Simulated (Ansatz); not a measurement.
This input was run:

```
crystal:
  lattice:
    - [1.655243256, 0.9556551394, 8.5880844266]
    - [-1.655243256, 0.9556551394, 8.5880844266]
    - [0.0, -1.9113102789, 8.5880844266]
  atoms:
    - { symbol: Zn, position: [0.2187465382, 0.2187465382, 0.2187465382] }
    - { symbol: In, position: [0.003074868, 0.003074868, 0.003074868] }
    - { symbol: Ga, position: [0.7871013666, 0.7871013666, 0.7871013666] }
    - { symbol: O, position: [0.2952017789, 0.2952017789, 0.2952017789] }
    - { symbol: O, position: [0.7113715271, 0.7113715271, 0.7113715271] }
    - { symbol: O, position: [0.1210223909, 0.1210223909, 0.1210223909] }
    - { symbol: O, position: [0.8634825302, 0.8634825302, 0.8634825302] }
kpoints:
  mp_grid: { grid: [10, 10, 10] }
  band_path:
    path:
      - [[0.0, 0.0, 0.0], [-0.5, -0.5, -0.5], [-0.5, -0.1749216942749, -0.8250783057251]]
      - [[-0.1749216942749, 0.1749216942749, -0.5], [-1.231795426672e-16, -5.472535001957e-16, -0.5], [0.0, 0.0, 0.0], [-4.562985946134e-17, 0.3374608471374, -0.3374608471374]]
      - [[-0.3374608471374, -5.0510012705e-16, -0.6625391528626], [-0.5, -3.064378708838e-16, -0.5], [0.0, 0.0, 0.0]]
    npoints: 10
hamiltonian:
  xc: pbe
scf:
  occupations: { method: fermi_dirac, width: 0.02 }
  n_extra_bands: 5
output:
  forces: true
  stress: true
  eigenvalues: true
```

Run as:
```bash
ansatz run input.yaml --threads 4 --pin off --max-ram 5529MiB --backend cpu --events-out ev --progress --plain --runs-dir out
```

What will the band structure look like? The path is Γ–T–H2|H0–L–Γ–S0|S2–F–Γ.

The material is gapped. The gap along this path is 1.29 eV and direct: both edges lie at Γ. Two bands meet at the valence-band top at Γ: it is doubly degenerate (spin aside). The direct gaps are 5.64 eV at L, 5.93 eV at F and 1.29 eV at Γ.

The cell is at 7 GPa in this functional.

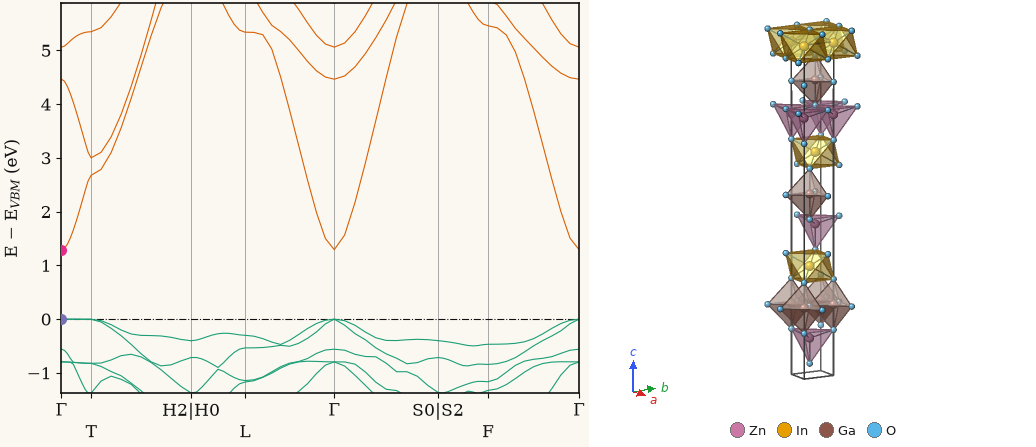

Band structure, beside the structure. Energies are counted from the top of the valence band.
